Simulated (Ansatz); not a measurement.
Bi

```
Bi
1.0
     4.34982    0.00000    0.00000
    -2.17491    3.76705    0.00000
     0.00000    0.00000    4.21489
Bi
2
Direct
  0.33333 0.66667 0.25000
  0.66667 0.33333 0.75000
```

Space group P6₃/mmc.

Level of theory: Ansatz, DFT r2SCAN, scalar-relativistic, plane waves, PAW.

Question: What can the converged valence pseudo-density and electron localisation function tell about the bonding?

Answer: Bi–Bi (3.28 Å): ρ is about 0.2 e/Å³ halfway; the ELF is about 0.40 at the midpoint.

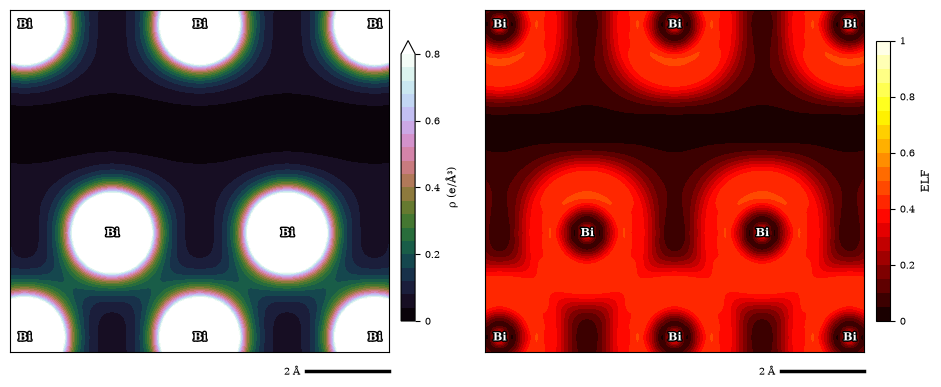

Computed valence pseudo-density and electron localisation function on the (110) plane of the conventional cell, in this order. 
